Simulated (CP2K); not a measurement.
**WS$_{2}$: geometry relaxation (part 4 of 4)**

WS$_{2}$ (P6₃/mmc, 6 atoms in the cell); DFT, PBE, Gaussian and plane waves, basis SZV-MOLOPT-SR-GTH, GTH potentials (CP2K 2026.2); 5×5×3 k-mesh. The structure derives from an entry of the Crystallography Open Database. The geometry comes from this level: r2scan-rvv10.

Geometry of the input (Å; fractional positions):
```
3.1699  0.0000  0.0000
-1.5850  2.7453  0.0000
-0.0000  -0.0000  12.4911
W  0.3333  0.6667  0.2500
W  0.6667  0.3333  0.7500
S  0.3333  0.6667  0.6249
S  0.6667  0.3333  0.1249
S  0.3333  0.6667  0.8751
S  0.6667  0.3333  0.3751
```

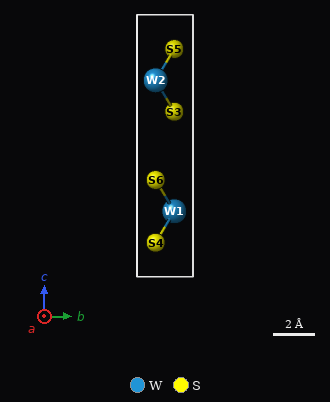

*The geometry at step 11 of the log (ball-and-stick view of the cell of the calculation, along the a axis; atoms are numbered from 1 in the order of the input).*

## Log, continued
```
  Electronic density on regular grids:        -51.9999999968        0.0000000032
  Core density on regular grids:               51.9999999947       -0.0000000053
  Total charge density on r-space grids:       -0.0000000021
  Total charge density g-space grids:          -0.0000000021

  Overlap energy of the core charge distribution:               0.00000000394821
  Self energy of the core charge distribution:               -301.49813723980628
  Core Hamiltonian energy:                                     71.71219652823895
  Hartree energy:                                              78.49981923547953
  Exchange-correlation energy:                                -25.40984337685295
  Electronic entropic energy:                                  -0.00000000000001
  Fermi energy:                                                 0.35278947362304

  Total energy:                                              -176.69596484899250
  Total energy (extrapolated to T->0):                       -176.69596484899250

 ENERGY| Total FORCE_EVAL ( QS ) energy [hartree]           -176.695963596406386

 FORCES| Atomic forces [hartree/bohr]
 FORCES|   Atom     x               y               z               |f|
 FORCES|      1 -1.03086258E-03  6.33952041E-04 -1.28201469E-07   1.21019539E-03
 FORCES|      2  1.03086260E-03 -6.33952019E-04  1.28204249E-07   1.21019538E-03
 FORCES|      3 -5.15555715E-04  3.17053205E-04  7.74326880E-08   6.05244113E-04
 FORCES|      4  5.15555470E-04 -3.17053057E-04  5.18001995E-08   6.05243824E-04
 FORCES|      5 -5.15555469E-04  3.17053058E-04 -5.18033298E-08   6.05243824E-04
 FORCES|      6  5.15555715E-04 -3.17053205E-04 -7.74329652E-08   6.05244113E-04
 FORCES| Sum     1.38022710E-11  2.38878995E-11 -6.27684973E-13
 FORCES| Total atomic force                                       2.75958043E-11

 STRESS| Analytical stress tensor [bar]
 STRESS|                        x                   y                   z
 STRESS|      x        3.58697100367E+03  -6.05909507848E+03  -2.43294002175E-04
 STRESS|      y       -6.05909507848E+03  -3.70168958173E+03   1.73373508036E-04
 STRESS|      z       -2.43294002175E-04   1.73373508036E-04  -1.02695080096E+00
 STRESS| 1/3 Trace                                            -3.85818429536E+01
 STRESS| Determinant                                           5.13377700128E+07

 STRESS| Eigenvectors and eigenvalues of the analytical stress tensor [bar]
 STRESS|                        1                   2                   3
 STRESS| Eigenvalues  -7.12798701593E+03  -1.02695080097E+00   7.01326843787E+03
 STRESS|      x           0.492230529901      0.000000039024      0.870464878920
 STRESS|      y           0.870464878920     -0.000000017045     -0.492230529901
 STRESS|      z          -0.000000004372      1.000000000000     -0.000000042359

 SPGR STRESS| Symmetrized stress tensor [GPa]
 SPGR STRESS|                        x                   y                   z
 SPGR STRESS|      x        3.71670339898E-04   2.76457864416E-06   4.18338391250E-21
 SPGR STRESS|      y        2.76457864415E-06   3.74994352242E-04  -1.59752775330E-21
 SPGR STRESS|      z        4.18338391250E-21  -1.59752775330E-21  -1.02695080096E-04
 SPGR STRESS| 1/3 Trace                                             2.14656537348E-04
 SPGR STRESS| Determinant                                          -1.43122677915E-11

 SPGR STRESS| Eigenvectors and eigenvalues of the symmetrized stress tensor [GPa]
 SPGR STRESS|                        1                   2                   3
 SPGR STRESS| Eigenvalues  -1.02695080096E-04   3.70106643109E-04   3.76558049032E-04
 SPGR STRESS|      x          -0.000000000000      0.870413247605      0.492321824008
 SPGR STRESS|      y           0.000000000000     -0.492321824008      0.870413247605
 SPGR STRESS|      z           1.000000000000      0.000000000000      0.000000000000

 OPT| **************************************************************************
 OPT| Step number                                                             22
 OPT| Optimization method                                                   BFGS
 OPT| Total energy [hartree]                                     -176.6959635964
 OPT| Internal pressure [bar]                                       2.1465653735
 OPT| Effective energy change [hartree]                            -0.0000000795
 OPT| Predicted energy change [hartree]                            -0.0000000006
 OPT| Scaling factor                                                0.6887789406
 OPT| Step size                                                     0.0020945170
 OPT| Trust radius                                                  0.4724315332
 OPT| Decrease in energy                                                      NO
 OPT| Used time [s]                                                       26.298
 OPT|
 OPT| Maximum step size                                             0.0020945170
 OPT| Convergence limit for maximum step size                       0.0030000000
 OPT| Maximum step size is converged                                         YES
 OPT|
 OPT| RMS step size                                                 0.0004386788
 OPT| Convergence limit for RMS step size                           0.0015000000
 OPT| RMS step size is converged                                             YES
 OPT|
 OPT| Maximum gradient                                              0.0000020199
 OPT| Convergence limit for maximum gradient                        0.0003000000
 OPT| Maximum gradient is converged                                          YES
 OPT|
 OPT| RMS gradient                                                  0.0000005464
 OPT| Convergence limit for RMS gradient                            0.0003000000
 OPT| RMS gradient is converged                                              YES
 OPT|
 OPT| Pressure deviation [bar]                                      2.1465653735
 OPT| Pressure tolerance [bar]                                    300.0000000000
 OPT| Pressure is converged                                                  YES
 OPT| **************************************************************************
 OPT| Estimated peak process memory after this step [MiB]                    343

 *******************************************************************************
 ***                    GEOMETRY OPTIMIZATION COMPLETED                      ***
 *******************************************************************************

 write_final_structure: Optimization converged, writing XYZ file gladly:
  run-FINAL-1_22.xyz

 write_final_structure: Optimization converged, writing CIF file gladly:
  run-FINAL-1_22.cif

 write_final_structure: Done!

                    Reevaluating energy at the minimum

 CELL| Volume [angstrom^3]:                                           124.042666
 CELL| Vector a [angstrom]:       3.213     0.000     0.000   |a| =     3.213183
 CELL| Vector b [angstrom]:      -1.586     2.795     0.000   |b| =     3.213789
 CELL| Vector c [angstrom]:      -0.000     0.000    13.811   |c| =    13.810968
 CELL| Angle (b,c), alpha [degree]:                                    90.000000
 CELL| Angle (a,c), beta  [degree]:                                    90.000000
 CELL| Angle (a,b), gamma [degree]:                                   119.570474
 CELL| Numerically orthorhombic:                                              NO
 CELL| Periodicity                                                           XYZ

 Extrapolation method: initial_guess

 Number of electrons:                                                         52
 Number of occupied orbitals:                                                 26
 Number of molecular orbitals:                                                36

 Number of orbital functions:                                                 36
 Number of independent orbital functions:                                     36

 SCF WAVEFUNCTION OPTIMIZATION

  ------------------------------------------------------------------------------
     1 Broy./Diag. 0.30E+00    1.3     1.09966499      -176.8674951289 -1.77E+02
     2 Broy./Diag. 0.30E+00    1.9     0.37208562      -175.5272229845  1.34E+00
     3 Broy./Diag. 0.30E+00    1.6     0.05134944      -177.0511305587 -1.52E+00
     4 Broy./Diag. 0.30E+00    1.6     0.02928461      -176.7541723706  2.97E-01
     5 Broy./Diag. 0.30E+00    1.6     0.01102113      -176.6607491131  9.34E-02
     6 Broy./Diag. 0.30E+00    1.9     0.00179612      -176.7060450977 -4.53E-02
     7 Broy./Diag. 0.30E+00    1.8     0.00085157      -176.7049372347  1.11E-03
     8 Broy./Diag. 0.30E+00    1.8     0.00067528      -176.6991641738  5.77E-03
     9 Broy./Diag. 0.30E+00    1.7     0.00006627      -176.6970945162  2.07E-03
    10 Broy./Diag. 0.30E+00    1.8     0.00004395      -176.6962877154  8.07E-04
    11 Broy./Diag. 0.30E+00    1.8     0.00000527      -176.6960804525  2.07E-04
    12 Broy./Diag. 0.30E+00    1.7     0.00000432      -176.6960005542  7.99E-05
    13 Broy./Diag. 0.30E+00    1.7     0.00000231      -176.6959741691  2.64E-05
    14 Broy./Diag. 0.30E+00    1.7     0.00000100      -176.6959648490  9.32E-06

  *** SCF run converged in    14 steps ***

  Electronic density on regular grids:        -51.9999999968        0.0000000032
  Core density on regular grids:               51.9999999947       -0.0000000053
  Total charge density on r-space grids:       -0.0000000021
  Total charge density g-space grids:          -0.0000000021

  Overlap energy of the core charge distribution:               0.00000000394821
  Self energy of the core charge distribution:               -301.49813723980628
  Core Hamiltonian energy:                                     71.71219652823893
  Hartree energy:                                              78.49981923547953
  Exchange-correlation energy:                                -25.40984337685295
  Electronic entropic energy:                                  -0.00000000000001
  Fermi energy:                                                 0.35278947362304

  Total energy:                                              -176.69596484899256
  Total energy (extrapolated to T->0):                       -176.69596484899256

 ENERGY| Total FORCE_EVAL ( QS ) energy [hartree]           -176.695964848992560
```

## Trajectory as extended XYZ (Å, eV, eV/Å), 14 of the 22 frames kept, from step=0 to step=21
```
6
Lattice="3.1849 0.0000 0.0000 -1.5850 2.7626 0.0000 0.0000 0.0000 12.4945" Properties=species:S:1:pos:R:3:forces:R:3 step=0 energy=-4808.06391
W     0.0050    1.8417    3.1236   -0.0221   0.0128  -0.0165
W     1.5950    0.9209    9.3709    0.0221  -0.0128   0.0165
S     0.0050    1.8417    7.8035   -0.0112   0.0065  -0.1843
S     1.5950    0.9209    1.5562    0.0112  -0.0065  -0.1834
S     0.0050    1.8417   10.9383   -0.0112   0.0065   0.1834
S     1.5950    0.9209    4.6911    0.0112  -0.0065   0.1843
6
Lattice="3.2121 0.0000 0.0000 -1.5849 2.7940 0.0000 0.0000 0.0000 12.5014" Properties=species:S:1:pos:R:3:forces:R:3 step=2 energy=-4808.09282
W     0.0141    1.8626    3.1253   -0.0535   0.0313  -0.0166
W     1.6131    0.9313    9.3760    0.0535  -0.0313   0.0166
S     0.0141    1.8626    7.8038   -0.0272   0.0159   0.1268
S     1.6131    0.9313    1.5532    0.0272  -0.0159   0.1278
S     0.0141    1.8626   10.9482   -0.0272   0.0159  -0.1278
S     1.6131    0.9313    4.6975    0.0272  -0.0159  -0.1268
6
Lattice="3.2173 0.0000 0.0000 -1.5849 2.8000 0.0000 0.0000 0.0000 12.5042" Properties=species:S:1:pos:R:3:forces:R:3 step=3 energy=-4808.09401
W     0.0159    1.8666    3.1261   -0.0600   0.0352  -0.0166
W     1.6166    0.9333    9.3781    0.0600  -0.0352   0.0166
S     0.0159    1.8666    7.8097   -0.0304   0.0178   0.0859
S     1.6166    0.9333    1.5576    0.0304  -0.0178   0.0867
S     0.0159    1.8666   10.9466   -0.0304   0.0178  -0.0867
S     1.6166    0.9333    4.6945    0.0304  -0.0178  -0.0859
6
Lattice="3.2187 0.0000 0.0000 -1.5849 2.8015 0.0000 0.0000 0.0000 12.5092" Properties=species:S:1:pos:R:3:forces:R:3 step=5 energy=-4808.09501
W     0.0163    1.8677    3.1273   -0.0633   0.0371  -0.0167
W     1.6175    0.9338    9.3819    0.0633  -0.0371   0.0167
S     0.0163    1.8677    7.8184   -0.0321   0.0188  -0.0127
S     1.6175    0.9338    1.5639    0.0321  -0.0188  -0.0122
S     0.0163    1.8677   10.9453   -0.0321   0.0188   0.0122
S     1.6175    0.9338    4.6907    0.0321  -0.0188   0.0127
6
Lattice="3.2179 0.0000 0.0000 -1.5849 2.8006 0.0000 0.0000 0.0000 12.5126" Properties=species:S:1:pos:R:3:forces:R:3 step=6 energy=-4808.09543
W     0.0161    1.8671    3.1282   -0.0629   0.0369  -0.0168
W     1.6170    0.9335    9.3845    0.0629  -0.0369   0.0168
S     0.0161    1.8671    7.8219   -0.0319   0.0187  -0.0380
S     1.6170    0.9335    1.5656    0.0319  -0.0187  -0.0378
S     0.0161    1.8671   10.9470   -0.0319   0.0187   0.0378
S     1.6170    0.9335    4.6907    0.0319  -0.0187   0.0380
6
Lattice="3.2140 0.0000 0.0000 -1.5849 2.7961 0.0000 0.0000 0.0000 12.5529" Properties=species:S:1:pos:R:3:forces:R:3 step=8 energy=-4808.09904
W     0.0147    1.8641    3.1382   -0.0597   0.0350   0.0000
W     1.6143    0.9320    9.4147    0.0597  -0.0350   0.0000
S     0.0147    1.8641    7.8547   -0.0302   0.0177  -0.1311
S     1.6143    0.9320    1.5783    0.0302  -0.0177  -0.1311
S     0.0147    1.8641   10.9746   -0.0302   0.0177   0.1311
S     1.6143    0.9320    4.6981    0.0302  -0.0177   0.1311
6
Lattice="3.2069 0.0000 0.0000 -1.5851 2.7879 0.0000 0.0000 0.0000 12.7832" Properties=species:S:1:pos:R:3:forces:R:3 step=10 energy=-4808.11210
W     0.0122    1.8586    3.1958   -0.0519   0.0307   0.0030
W     1.6095    0.9293    9.5874    0.0519  -0.0307  -0.0030
S     0.0122    1.8586    8.0296   -0.0261   0.0155  -0.2603
S     1.6095    0.9293    1.6380    0.0261  -0.0154  -0.2618
S     0.0122    1.8586   11.1452   -0.0261   0.0154   0.2618
S     1.6095    0.9293    4.7536    0.0261  -0.0155   0.2603
6
Lattice="3.2054 0.0000 0.0000 -1.5854 2.7862 0.0000 0.0000 0.0000 13.0332" Properties=species:S:1:pos:R:3:forces:R:3 step=11 energy=-4808.12376
W     0.0116    1.8575    3.2583   -0.0493   0.0295   0.0075
W     1.6085    0.9287    9.7749    0.0493  -0.0295  -0.0075
S     0.0116    1.8575    8.2160   -0.0248   0.0148  -0.2694
S     1.6085    0.9287    1.6994    0.0248  -0.0148  -0.2686
S     0.0116    1.8575   11.3338   -0.0248   0.0148   0.2686
S     1.6085    0.9287    4.8172    0.0248  -0.0148   0.2694
6
Lattice="3.2102 0.0000 0.0000 -1.5858 2.7917 0.0000 0.0000 0.0000 13.5332" Properties=species:S:1:pos:R:3:forces:R:3 step=13 energy=-4808.13980
W     0.0129    1.8612    3.3833   -0.0519   0.0317   0.0000
W     1.6115    0.9306   10.1499    0.0519  -0.0317   0.0000
S     0.0129    1.8612    8.5850   -0.0260   0.0158  -0.1222
S     1.6115    0.9306    1.8184    0.0260  -0.0158  -0.1222
S     0.0129    1.8612   11.7148   -0.0260   0.0158   0.1222
S     1.6115    0.9306    4.9482    0.0260  -0.0158   0.1222
6
Lattice="3.2133 0.0000 0.0000 -1.5860 2.7953 0.0000 0.0000 0.0000 13.8185" Properties=species:S:1:pos:R:3:forces:R:3 step=15 energy=-4808.14205
W     0.0138    1.8636    3.4546   -0.0532   0.0327   0.0000
W     1.6135    0.9318   10.3639    0.0532  -0.0327   0.0000
S     0.0138    1.8636    8.7943   -0.0266   0.0164  -0.0034
S     1.6135    0.9318    1.8850    0.0266  -0.0164  -0.0034
S     0.0138    1.8636   11.9335   -0.0266   0.0164   0.0034
S     1.6135    0.9318    5.0242    0.0266  -0.0164   0.0034
6
Lattice="3.2132 0.0000 0.0000 -1.5860 2.7952 0.0000 0.0000 0.0000 13.8211" Properties=species:S:1:pos:R:3:forces:R:3 step=16 energy=-4808.14207
W     0.0137    1.8635    3.4553   -0.0530   0.0326   0.0000
W     1.6135    0.9317   10.3658    0.0530  -0.0326   0.0000
S     0.0137    1.8635    8.7960   -0.0265   0.0163  -0.0001
S     1.6135    0.9317    1.8855    0.0265  -0.0163  -0.0001
S     0.0137    1.8635   11.9356   -0.0265   0.0163   0.0001
S     1.6135    0.9317    5.0251    0.0265  -0.0163   0.0001
6
Lattice="3.2131 0.0000 0.0000 -1.5860 2.7950 0.0000 0.0000 0.0000 13.8074" Properties=species:S:1:pos:R:3:forces:R:3 step=18 energy=-4808.14208
W     0.0137    1.8634    3.4518   -0.0529   0.0325   0.0000
W     1.6134    0.9317   10.3555    0.0529  -0.0325   0.0000
S     0.0137    1.8634    8.7856   -0.0264   0.0163   0.0009
S     1.6134    0.9317    1.8819    0.0264  -0.0163   0.0009
S     0.0137    1.8634   11.9254   -0.0264   0.0163  -0.0009
S     1.6134    0.9317    5.0217    0.0264  -0.0163  -0.0009
6
Lattice="3.2131 0.0000 0.0000 -1.5860 2.7951 0.0000 0.0000 0.0000 13.8090" Properties=species:S:1:pos:R:3:forces:R:3 step=19 energy=-4808.14208
W     0.0137    1.8634    3.4522   -0.0529   0.0326   0.0000
W     1.6134    0.9317   10.3567    0.0529  -0.0326   0.0000
S     0.0137    1.8634    8.7869   -0.0265   0.0163   0.0003
S     1.6134    0.9317    1.8824    0.0265  -0.0163   0.0003
S     0.0137    1.8634   11.9266   -0.0265   0.0163  -0.0003
S     1.6134    0.9317    5.0221    0.0265  -0.0163  -0.0003
6
Lattice="3.2132 0.0000 0.0000 -1.5860 2.7952 0.0000 0.0000 0.0000 13.8110" Properties=species:S:1:pos:R:3:forces:R:3 step=21 energy=-4808.14207
W     0.0137    1.8635    3.4527   -0.0530   0.0326   0.0000
W     1.6135    0.9317   10.3582    0.0530  -0.0326   0.0000
S     0.0137    1.8635    8.7884   -0.0265   0.0163   0.0000
S     1.6135    0.9317    1.8829    0.0265  -0.0163   0.0000
S     0.0137    1.8635   11.9280   -0.0265   0.0163   0.0000
S     1.6135    0.9317    5.0225    0.0265  -0.0163   0.0000
```

## Key numbers

| quantity | value |
| --- | --- |
| outcome | converged |
| space group (tolerance 0.01 Å) | P6₃/mmc (194) → Cmcm (63) |
| free energy | −4808.1421 eV |
| pressure | 0.00 GPa |
| final volume | 124.04 Å³ |
| largest force (length of the vector) at the end | 0.062 eV/Å |
| final cell | a = 3.213 Å, b = 3.214 Å, c = 13.811 Å, α = 90.00°, β = 90.00°, γ = 119.57° |
| hardware | 2 threads of Intel Xeon @ 2.50GHz (Skylake/Cascade Lake), 189 GiB of memory available, shared host |
| wall time | 12 min (CPU time 21 min) |
| peak memory | 0.32 GiB |

Spin–orbit coupling is left out, which matters for W.
